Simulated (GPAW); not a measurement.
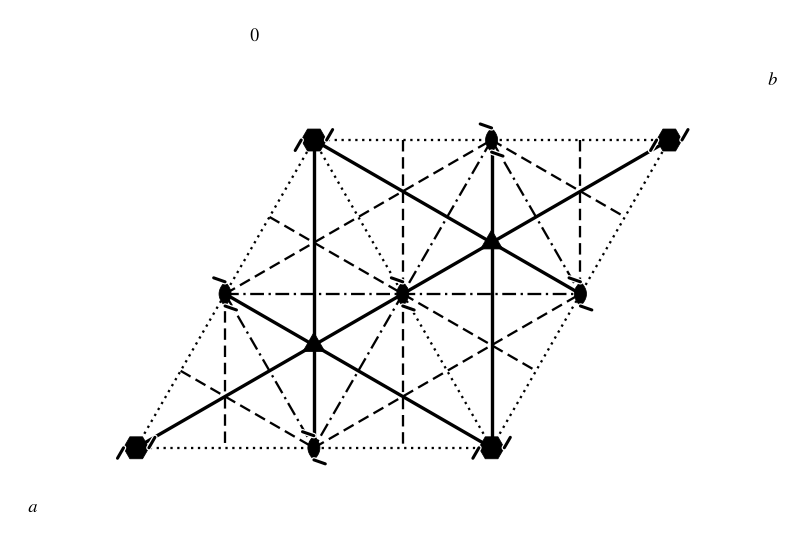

Symmetry elements of a space group, projected down c, computed from the operations of a computed or model structure of composition AlN.

Graphical symbols as in the International Tables (origin upper left, heights as fractions; handed screw axes are marked by their printed symbols).

### Give the Hermann–Mauguin symbol and number.

No. 186, P6₃mc; primitive hexagonal, point group 6mm, 12 general positions a cell.

### List the elements shown.

6₃ axes along c at (0, 0); 3 axes along c at (1/3, 2/3), (2/3, 1/3); 2₁ axes along c at (0, 1/2), (1/2, 0), (1/2, 1/2); mirror planes holding c and [1 2 0] or [2 1 0] or [−1 1 0]; in-plane glide planes holding c and [1 2 0] or [2 1 0] or [−1 1 0]; c glide planes normal to a*, at x = 0; n glide planes normal to a*, at x = 1/2; c glide planes normal to b*, at y = 0; n glide planes normal to b*, at y = 1/2; c glide planes holding c and [1 1 0]; diagonal glide planes holding c and [1 1 0]. Heights repeat every half period; positions are (a, b) fractions, modulo 1.

### Write the general positions (in any order).

x, y, z; x−y, x, z+1/2; −y, x−y, z; −x, −y, z+1/2; −x+y, −x, z; y, −x+y, z+1/2; y, x, z+1/2; x, x−y, z; x−y, −y, z+1/2; −y, −x, z; −x, −x+y, z+1/2; −x+y, y, z
